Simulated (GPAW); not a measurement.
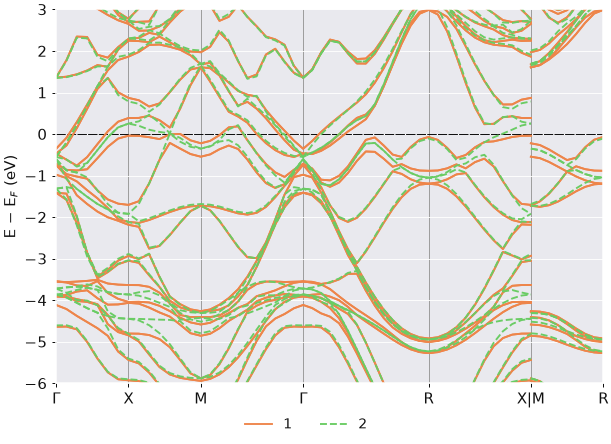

Band structures of Ta₄C₃, space group Pm-3m, 7 atoms in the cell (cubic a = 4.445 Å), by two methods on the same cell. Each is counted from its own Fermi level.

> Which curve is which? The methods: PBEsol, PBEsol+SOC.

1 is PBEsol+SOC; 2 is PBEsol. PBEsol+SOC gives a metal and PBEsol gives a metal. Spin-orbit coupling splits levels that are degenerate without it.

Settings. PBEsol+SOC: PAW data sets generated in the run's folder for this functional, spin-orbit coupling, no magnetisation, 6×6×6 k mesh, 800 eV cutoff, Fermi-Dirac smearing of 0.05 eV (GPAW 26.7.0). PBEsol: PAW data sets generated in the run's folder for this functional, no spin polarisation, no spin-orbit coupling, 6×6×6 k mesh, 800 eV cutoff, Fermi-Dirac smearing of 0.05 eV (GPAW).

Bands are joined in order of energy. The cell is at −8 GPa in PBEsol and −8 GPa in PBEsol+SOC. The cell comes from a database of computed structures, and whether it is the stable form of this composition wasn't checked. PBEsol+SOC: spin-orbit coupling was added after a scalar SCF, so levels and gaps hold it while energy, forces, pressure and moments don't. PBEsol+SOC: this program's spin-orbit splittings come out too wide for heavy elements.
